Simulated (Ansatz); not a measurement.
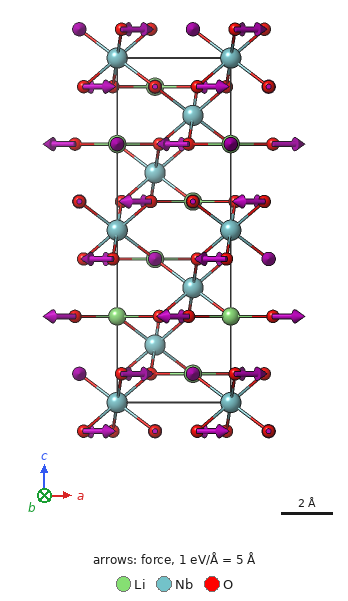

Starting geometry of crystalline LiNbO3 (a generated structure, set up in R-3c) with the computed forces as purple arrows. Style: ball-and-stick. Shown: the conventional cell (3 times the calculation's cell), along the b axis. Lengths and directions refer to the drawn axes.

Level of theory: DFT, PBE, plane-wave PAW, default files, scalar-relativistic, frozen cores (Ansatz 0.2.0).

Input
```yaml
crystal:
  lattice:
    - [2.6027062192, 1.5026731363, 4.5587816586]
    - [-2.6027062192, 1.5026731363, 4.5587816586]
    - [0.0, -3.0053462725, 4.5587816586]
  atoms:
    - { symbol: Li, position: [0.75, 0.75, 0.75] }
    - { symbol: Li, position: [0.25, 0.25, 0.25] }
    - { symbol: Nb, position: [0.5, 0.5, 0.5] }
    - { symbol: Nb, position: [0.0, 0.0, 0.0] }
    - { symbol: O, position: [0.6215198158, 0.8784801842, 0.25] }
    - { symbol: O, position: [0.25, 0.6215198158, 0.8784801842] }
    - { symbol: O, position: [0.8784801842, 0.25, 0.6215198158] }
    - { symbol: O, position: [0.75, 0.3784801842, 0.1215198158] }
    - { symbol: O, position: [0.3784801842, 0.1215198158, 0.75] }
    - { symbol: O, position: [0.1215198158, 0.75, 0.3784801842] }
kpoints:
  mp_grid: { grid: [7, 7, 7] }
scf:
  occupations: { method: fermi_dirac, width: 0.02 }
hamiltonian:
  xc: pbe
  pseudopotentials: { kind: paw, frozen_core: stored }
output:
  forces: true
  stress: true
  populations: true
  efg: { quadrupole_moments_barn: { Li: -0.0401, Nb: -0.32, O: -0.02558 } }
relax:
  f_tol: 0.02
  max_steps: 60
```

Command:
```bash
ansatz run input.yaml --threads 4 --pin off --max-ram 8192MiB --backend cpu --events-out ev --progress --plain --runs-dir out
```

> Is this structure relaxed? If not, where do the atoms go?

It isn't relaxed: the largest force vector, on O atoms, is 0.30 eV/Å. The atoms end up moving mostly along the starting forces (cosine between the two patterns 1.00). Over 2 accepted moves (3 points after the start) the energy falls by 29.2 meV per cell of the calculation. Largest force component: 0.3 eV/Å at the start, 0.0055 eV/Å at the end. 1 step only repeated the SCF at the same geometry. The largest moves, 0.032 Å, are those of O5, O6, O7, O8, O9 and O10. O5 goes along +a. Nb and Li stay in place. The cell stays as it was. Some distances before and after: Li1–O10 1.934 → 1.966 Å, Nb3–O10 2.001 → 1.990 Å. The space group stays R-3c (No. 167). Cost: 7.4 s on 4 threads of Intel(R) Xeon(R) Platinum 8488C (Sapphire Rapids), with other jobs on the host, peak memory 0.63 GiB.
